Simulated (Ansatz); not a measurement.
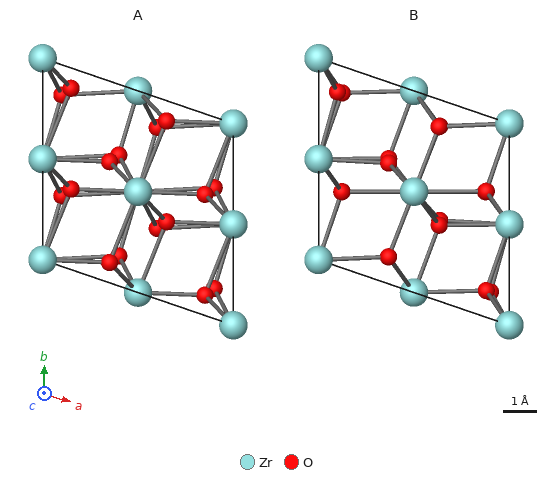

Two geometries of a defect cell of composition Zr₇O₁₆, drawn at one scale. One is the start of a relaxation, the other its converged end. Style: ball-and-stick. Shown: the cell of the calculation, along the c axis.

Theory: DFT PBEsol, scalar-relativistic, plane waves, PAW in Ansatz. Set-up: plane-wave cutoff 420 eV; k-point mesh 4 × 4 × 4; occupations gaussian; smearing width 0.05 eV; no spin polarisation; atoms relaxed in a fixed cell; force threshold 0.02 eV/Å; at most 50 steps.

Q: Which of the two is the end point?

A: Structure B is the relaxed one. Case: Zr vacancy, atoms relaxed. After 7 geometry steps the energy has fallen by 0.907 eV per cell of the calculation. Largest force component: 0.98 eV/Å at the start, 0.0058 eV/Å at the end. The largest moves, 0.37 Å, are those of O atoms. Zr stays in place. The cell doesn't change. Some distances before and after: O–Zr 2.367 → 2.165 Å, O–Zr 2.074 → 2.236 Å, O–Zr 2.367 → 2.208 Å, O–Zr 2.074 → 2.180 Å. Bond angles that change, for instance: Zr–O–Zr 98.5° → 112.6°, Zr–O–Zr 119.6° → 106.7°, Zr–O–Zr 98.5° → 110.1°. Cost: 3 min on 4 threads of Arm Neoverse N1 (shared host), peak memory 1 GiB.

Limits of the set-up: the periodic images lie only 7.2 Å apart, so the values are limited by the cell's size.
